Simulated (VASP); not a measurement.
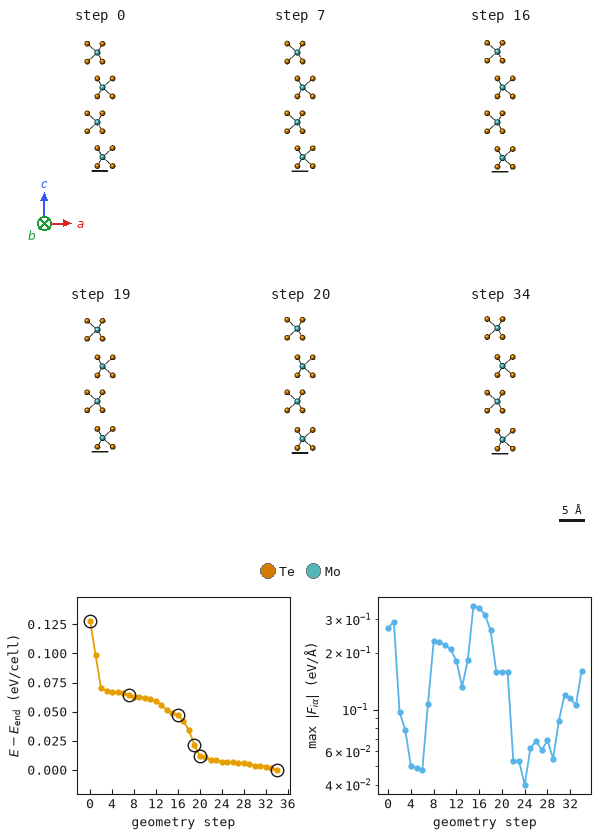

Frames of a relaxation of a slab of composition Te$_{2}$Mo, marked on the history of the run. A ball-and-stick model of the 1 × 2 repeat of the cell, outlined in the plane, without the vacuum, seen along the b axis.

The run lets cell and atoms move.

All numbers below come from Kohn-Sham DFT of a periodic cell, PBE, VASP PAW PBE potentials, recommended (VASP).

Input file:
```
PREC     = Accurate       # precision mode
ENCUT    = 600            # plane-wave cutoff, eV
EDIFF    = 1E-6           # SCF threshold, eV
ISMEAR   = 0              # smearing method
SIGMA    = 0.03           # smearing width, eV
LREAL    = False          # projectors in reciprocal space
LASPH    = True           # aspherical terms in the spheres
NELM     = 80             # most SCF steps
ALGO     = Normal         # electronic algorithm
ISIF     = 3              # what is computed and relaxed
LWAVE    = False          # write WAVECAR
LCHARG   = False          # write CHGCAR
GGA      = PE             # functional
IBRION   = 2              # ionic algorithm
NSW      = 90             # ionic steps
EDIFFG   = -0.01          # ionic threshold
LATTICE_CONSTRAINTS= .TRUE. .TRUE. .FALSE.
KPAR     = 4
```

Launched with:
```bash
cat potpaw_PBE.64/Te/POTCAR potpaw_PBE.64/Mo_sv/POTCAR > POTCAR
mpirun -np 4 vasp_std > vasp.out
```

Question: Describe the path.

Answer: The run was cut off at its time limit before the relaxation converged, so the last structure is only a point on the way. The largest moves relative to the cell and the layer's centre, 0.73 Å, are those of Te and Mo atoms. Largest moves by element: Mo 0.73 Å, Te 0.73 Å. In the plane the drawn cell goes a 3.518 → 3.556 Å (+1.1 %), b 7.036 → 7.111 Å (+1.1 %). Near-neighbour distances that change, for instance: Mo–Te 2.716 → 2.739 Å. Over 34 geometry steps the energy falls by 0.128 eV per cell of the calculation. The largest force component goes from 0.27 to 0.16 eV/Å. From step 0 to 7: Te atoms move most (0.02 Å), energy −64.0 meV per cell of the calculation. From step 7 to 16: Te and Mo atoms move most (0.17 Å), energy −17.1 meV per cell of the calculation. From step 16 to 19: Te atoms move most (0.20 Å), energy −25.2 meV per cell of the calculation. From step 19 to 20: Te atoms move most (0.23 Å), energy −10.2 meV per cell of the calculation. From step 20 to 34: Te and Mo atoms move most (0.14 Å), energy −11.6 meV per cell of the calculation.

| step | E − E(0), meV/atom | largest force component, eV/Å |
| --- | --- | --- |
| 0 | 0.00 | 0.2700 |
| 1 | -2.48 | 0.2920 |
| 2 | -4.84 | 0.0970 |
| 3 | -5.00 | 0.0782 |
| 4 | -5.12 | 0.0501 |
| 5 | -5.13 | 0.0490 |
| 6 | -5.19 | 0.0477 |
| 7 | -5.34 | 0.1076 |
| 8 | -5.45 | 0.2300 |
| 9 | -5.47 | 0.2279 |
| 10 | -5.51 | 0.2199 |
| 11 | -5.59 | 0.2080 |
| 13 | -6.02 | 0.1321 |
| 14 | -6.41 | 0.1829 |
| 15 | -6.62 | 0.3546 |
| 16 | -6.77 | 0.3449 |
| 18 | -7.85 | 0.2633 |
| 19 | -8.86 | 0.1588 |
| 20 | -9.71 | 0.1585 |
| 21 | -9.73 | 0.1584 |
| 23 | -9.95 | 0.0534 |
| 24 | -10.08 | 0.0399 |
| 25 | -10.12 | 0.0623 |
| 26 | -10.12 | 0.0682 |
| 28 | -10.22 | 0.0686 |
| 29 | -10.28 | 0.0549 |
| 30 | -10.39 | 0.0872 |
| 31 | -10.40 | 0.1191 |
| 33 | -10.53 | 0.1051 |
| 34 | -10.68 | 0.1608 |
